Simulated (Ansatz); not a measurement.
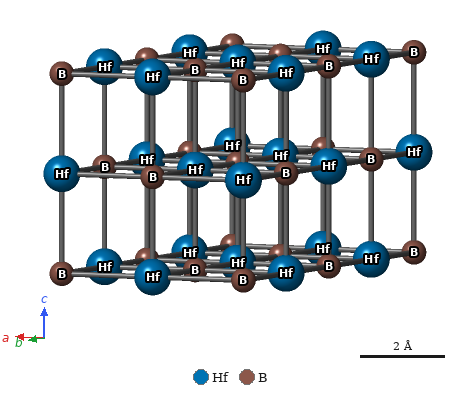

The starting point is crystalline HfB (set up in Fm-3m). A ball-and-stick model of the conventional cell (2 times the calculation's cell), repeated 1 × 2 × 1 with one cell outlined, seen from a free direction. Lengths and directions refer to the drawn axes.

Level of theory: Ansatz 0.2.0, DFT PBEsol, scalar-relativistic, plane waves, PAW. Set-up: plane-wave cutoff 420 eV; k-point mesh 16 × 16 × 12; occupations gaussian; smearing width 0.1 eV; no spin polarisation.

The variant: Equal strain along all axes, +4.5 %, is applied. Symmetry leaves the atoms no freedom, so this is a single point.

> What is the effect?

The energy rises by 124 meV per atom. The pressure goes from 0.0 to −18.4 GPa. All forces vanish by symmetry. Among the bonded contacts that change: B–Hf 2.394 → 2.502 Å. The space group stays Fm-3m (No. 225).

The changed structure in the same view:

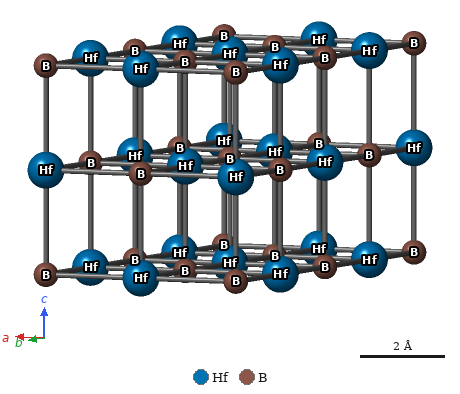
